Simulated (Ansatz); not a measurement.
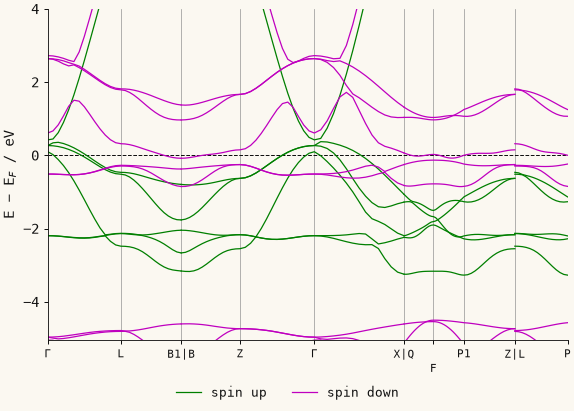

Band structure. Energies are counted from the Fermi level.

Question: Which Bravais lattice do the labels of the path belong to?

Answer: A rhombohedral lattice: the path Γ–L–B1|B–Z–Γ–X|Q–F–P1–Z|L–P runs through the special points of its Brillouin zone.

Input of the run:

```yaml
crystal:
  lattice:
    - [1.6022198417, 0.9250420569, 2.5664708903]
    - [-1.6022198417, 0.9250420569, 2.5664708903]
    - [0.0, -1.8500841138, 2.5664708903]
  atoms:
    - { symbol: Co, position: [0.99897832, 0.99897832, 0.99897832], spin: 2.0 }
    - { symbol: O, position: [0.75102103, 0.75102103, 0.75102103] }
hamiltonian:
  xc: pbe
  pseudopotentials: { kind: paw }
magnetization:
  spin_polarized: true
kpoints:
  mp_grid: { grid: [10, 10, 10] }
  band_path:
    path:
      - [[0.0, 0.0, 0.0], [0.5, 0.0, 0.0], [0.5, 0.2532748666, -0.2532748666]]
      - [[0.7467251334, 0.5, 0.2532748666], [0.5, 0.5, 0.5], [0.0, 0.0, 0.0], [0.3766374333, 0.0, -0.3766374333]]
      - [[0.6233625667, 0.3766374333, 0.0], [0.5, 0.5, 0.0], [0.6233625667, 0.6233625667, 0.2532748666], [0.5, 0.5, 0.5]]
      - [[0.5, 0.0, 0.0], [0.7467251334, 0.3766374333, 0.3766374333]]
    npoints: 14
scf:
  occupations: { method: fermi_dirac, width: 0.05 }
  n_extra_bands: 6
output:
  forces: true
  stress: true
  eigenvalues: true
  fatbands: false
```

System: CoO, space group R3m, 2 atoms in the primitive cell.

Ansatz; PBE, Ansatz PAW, collinear spin, ferromagnetic start, no spin-orbit coupling, 10×10×10 k mesh, 420 eV cutoff, Fermi-Dirac smearing of 0.05 eV.

Question: Metal, semiconductor or insulator?

Answer: A metal: bands cross the Fermi level along this path.

The run ends ferromagnetic, with 2.76 μB a cell. A cell with one magnetic atom can't hold antiferromagnetic order, which such compounds often take. Semilocal functionals often make such compounds metallic where correlation or magnetic order opens a gap, which also shifts bond lengths. The k mesh is thin for a metal, so its Fermi level is uncertain. Most measured crystals of this composition in the Crystallography Open Database have another space group (No. 225). In reduced coordinates of the cell that was run, L is (0.5, 0, 0), B1 is (0.5, 0.253, −0.253), B is (0.747, 0.5, 0.253), Z is (0.5, 0.5, 0.5), X is (0.377, 0, −0.377), Q is (0.623, 0.377, 0), F is (0.5, 0.5, 0), P1 is (0.623, 0.623, 0.253) and P is (0.747, 0.377, 0.377).
